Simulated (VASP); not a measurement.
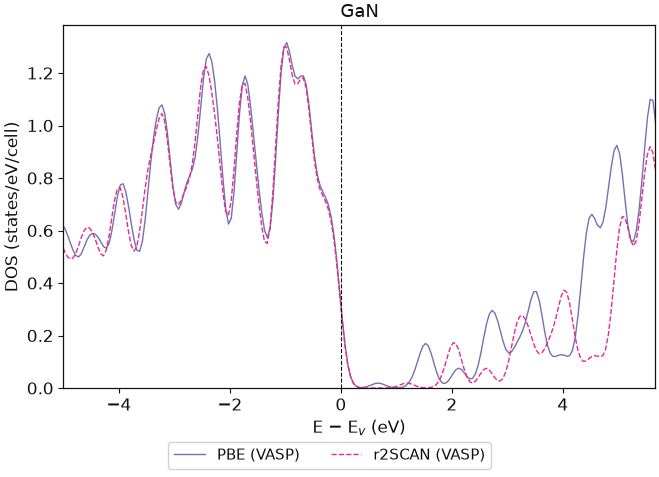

Total densities of states of GaN, space group R-3m, 2 atoms in the cell, rocksalt type, shear (111) strain −1.3%, by two methods on the same cell. The curves are built from the levels of the k mesh with Gaussians 0.3 eV wide, which also blur the band edges. Each is counted from its own valence-band top.

Question: How do the methods compare?

Answer: PBE (VASP) gives a gap of 0.67 eV and r2SCAN (VASP) gives a gap of 1.19 eV.

Settings. PBE (VASP): DFT, PBE, plane waves, PAW, 10×10×10 k mesh, 520 eV cutoff (VASP). r2SCAN (VASP): DFT, r2SCAN, plane waves, PAW, 10×10×10 k mesh, 520 eV cutoff, Gaussian smearing of 0.01 eV (VASP).
